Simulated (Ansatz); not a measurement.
## Run report: Ta, single-point calculation

Ta (Im-3m, 1 atom in the cell), computed with DFT PBE, scalar-relativistic, plane waves, PAW, no spin polarisation (Ansatz 0.2.0).

Figures and captions count atoms from 1; the log counts them from 0 in places.

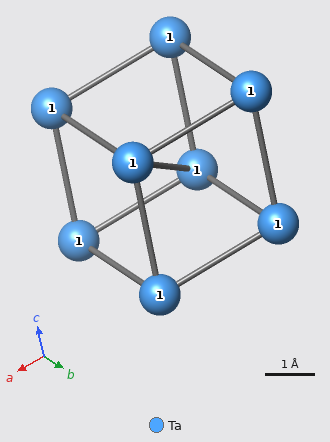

**Figure 1.** The input geometry (ball-and-stick view of the cell of the calculation, seen at an oblique angle; atoms are numbered from 1 in the order of the input).

## Results in brief

- outcome: converged
- space group (tolerance 0.01 Å): Im-3m (229)
- electrons treated: 13
- free energy: −9932.2745 eV
- Fermi energy: 18.526 eV
- gap on the k-point mesh: none (metallic)
- pressure: −0.39 GPa
- largest force (length of the vector): under 0.001 eV/Å
- hardware: 2 threads of Intel Xeon (Emerald Rapids), 192 GiB of memory available, shared host
- peak memory: 0.32 GiB

## Remarks

Spin–orbit coupling is left out, which matters for Ta.

## Input file
```yaml
crystal:
  lattice:
    - [-1.6549986157, 1.6549986157, 1.6549986157]
    - [1.6549986157, -1.6549986157, 1.6549986157]
    - [1.6549986157, 1.6549986157, -1.6549986157]
  atoms:
    - { symbol: Ta, position: [0.0, 0.0, 0.0] }
basis:
  ecutwfc: 420
kpoints:
  mp_grid: { grid: [8, 8, 8] }
hamiltonian:
  xc: pbe
scf:
  occupations: { method: gaussian, width: 0.1 }
output:
  forces: true
  stress: true
  eigenvalues: true
```

Launched with:
```bash
ansatz run input.yaml --threads 2 --pin off --max-ram 4096MiB --backend cpu --events-out ev --progress --plain --runs-dir out
```

## Output
```
Engine: ansatz 0.2.0, x86_64-unknown-linux-gnu
Pseudopotentials: kind: paw
Pseudopotential: Ta, paw, valence charge 13, recommended cutoff 420 eV (normal), Ta.paw.azcp
Functional definition: PBE
  parameter kappa = 0.804
  parameter beta = 0.06672455060314922
  exchange = pbe_x(kappa = kappa, mu = beta*pi^2/3)
  correlation = pbe_c(beta = beta)
Crystal: 1 atoms, lattice volume = 18.132 Å³
Basis set: ecut = 420 eV, 369 PW (Γ), exchange–correlation on 40×40×40 points (8 copies of the dense FFT grid, shifted against one another)
Bands: 11, of which v1, the nominal top of the filled ones, is band 7 counted from 1 (6 counted from 0)
Symmetry: 48 space group operations
Space group: Im-3m (ITA 229), of the structure as read, at distance tolerance 2.6e-5 Å
k-points: 29 of 512
Non-local potential: Ta, projectors of the file, l = 0: 3, l = 1: 2, l = 2: 2, l = 3: 1
PAW form: soft (Blöchl's): semilocal exchange-correlation on the pseudo side does not see the compensation charge
PAW one-centre angular grid: Ta, 590 points (default); XC on 64 Gauss nodes
Initial density: superposition of atomic densities (neutral atoms: chi_scale 0, normalization atom), corrected by the library's trained network
Initial wavefunctions: pseudopotential atomic-orbital guess
Functional: x = pbe(κ = 0.804, μ = 0.2195149727645171), c = pbe(β = 0.06672455060314922)
SCF iter   1: F=—  HF=-9932.274916 eV  |F-HF|=—  |Δ(HF+E_count)|=         —  Δρ=3.15e-3  dr2=9.46e-4  ethr=1.77e-3  ⟨swp⟩=5.3  Hψ=1799  notcnv=0
preconditioner: auto → none  [insulator: Δε(μ)=0.143 eV  Ē_g=8.270 eV  σ=0.100 eV  W_gap=0.66  n_scr=0 (ndim 8)  ℏωp=19.5 eV  f_vac=0.000  D(μ)=0.79/eV (n_scr^D=12)  ε∞_Penn≈6.6]
SCF iter   2: F=—  HF=-9932.274482 eV  |F-HF|=—  |Δ(HF+E_count)|=   4.34e-4  Δρ=1.22e-3  dr2=9.06e-5  ethr=7.28e-6  ⟨swp⟩=1.9  Hψ=624  notcnv=0
SCF iter   3: F=—  HF=-9932.274518 eV  |F-HF|=—  |Δ(HF+E_count)|=   3.67e-5  Δρ=2.83e-4  dr2=3.68e-6  ethr=6.97e-7  ⟨swp⟩=1.9  Hψ=350  notcnv=0
iter 4 did not close the SCF: its close was put off for the readings that it lacked (scf_convergence_deferred on its scf_iter line)
SCF iter   4: F=-9932.274522 eV  HF=-9932.274522 eV  |F-HF|=2.42e-8  |Δ(HF+E_count)|=   3.48e-6  Δρ=2.98e-5  dr2=5.44e-8  ethr=2.83e-8  ⟨swp⟩=2.4  Hψ=471  notcnv=0
iter 5 did not close the SCF: its close was put off for the readings that it lacked (scf_convergence_deferred on its scf_iter line)
SCF iter   5: F=-9932.274522 eV  HF=-9932.274522 eV  |F-HF|=9.09e-11  |Δ(HF+E_count)|=   1.93e-8  Δρ=4.78e-6  dr2=1.86e-9  ethr=4.18e-10  ⟨swp⟩=2.1  Hψ=477  notcnv=0
SCF iter   6: F=-9932.274522 eV  HF=-9932.274522 eV  |F-HF|=1.82e-12  |Δ(HF+E_count)|=  2.87e-10  Δρ=7.67e-7  dr2=3.13e-11  ethr=1.43e-11  ⟨swp⟩=2.8  Hψ=984  notcnv=0
SCF 1 converged in 6 iterations: F = -9932.274522 eV  dr2 = 3.13e-11
  greatest PAW one-centre occupation: 1.000 electrons in one spin orbital (limit 2), on the Ta atom at site 0 (counted from 0), in its partial waves of l = 0
SCF converged after 6 iterations
Free energy (F): -9932.274522 eV
Harris-Foulkes:  -9932.274522 eV  (|F-HF|=1.82e-12)
Internal energy: -9932.270567 eV  (E = F + TS)
E sigma→0 (E₀):  -9932.272544 eV
Entropy (-TS):   -0.003955 eV (-3.955 meV/atom)
Fermi energy:    18.525881 eV
--- Per-component energies (eV) ---
  E_band       = -104.918740
  E_kinetic    = 365.904283
  E_local      = -551.801621  (includes V_loc(G=0)·N_el)
  E_nonlocal   = 15.025593
  E_hartree    = 191.513576
  E_xc         = -218.425128
  E_vxc        = -204.014659  (∫ρ·V_xc dr)
  E_paw        = -8396.688622  (= ΣΔE_a)
  E_vpaw       = -113.059617  (= ΣTr[D̂ρ^β])
  E_aug_tail   = 0.000127  (compensation charges beyond the density's cutoff)
  E_ewald      = -1337.798775
  E_smearing   = -0.003955  (= −TS)
  E_closure    = 0.000000  (closes the sum)
  Σ components = -9932.274522   (vs F -9932.274522, Δ=0.00e0)
--- Forces (eV/Å), atoms counted from 1 ---
  atom   1  Ta     0.00000000    -0.00000000     0.00000000
  max |Σ_I F_I| component: 6.98e-32 eV/Å
--- Stress (GPa, compression-positive) ---
       -0.389399       0.000000       0.000000
        0.000000      -0.389399      -0.000000
        0.000000       0.000000      -0.389399
  P = ⅓ Tr σ = -0.3894 GPa (-3.894 kbar)
--- Band table (eV; the first three rows and the last of 29) ---
  k-point 0: bands = ["-48.5539", "-14.5147", "-14.5147", "-14.5147", "10.6271", "19.2529", "19.2529", "19.2529", "22.5016", "22.5016", "33.0925"]
  k-point 1: bands = ["-48.5374", "-14.6961", "-14.5711", "-14.5157", "11.2950", "18.8350", "19.0736", "19.9261", "21.9698", "22.5145", "33.6194"]
  k-point 2: bands = ["-48.4977", "-15.1155", "-14.7046", "-14.5181", "12.8993", "17.9756", "18.4291", "21.8322", "21.9200", "22.6862", "33.3426"]
  k-point 28: bands = ["-48.3571", "-15.3195", "-15.3195", "-15.3195", "14.7409", "14.7409", "25.3118", "25.3118", "25.3118", "27.0534", "27.0534"]
```

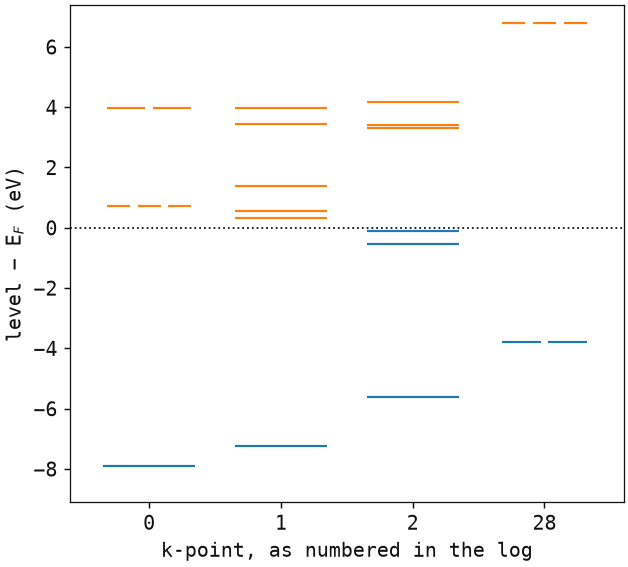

**Figure 2.** Kohn–Sham levels near the Fermi level (dotted) at the few k-points that the log prints; levels within 0.02 eV of each other stand side by side. The system is metallic on the full mesh.
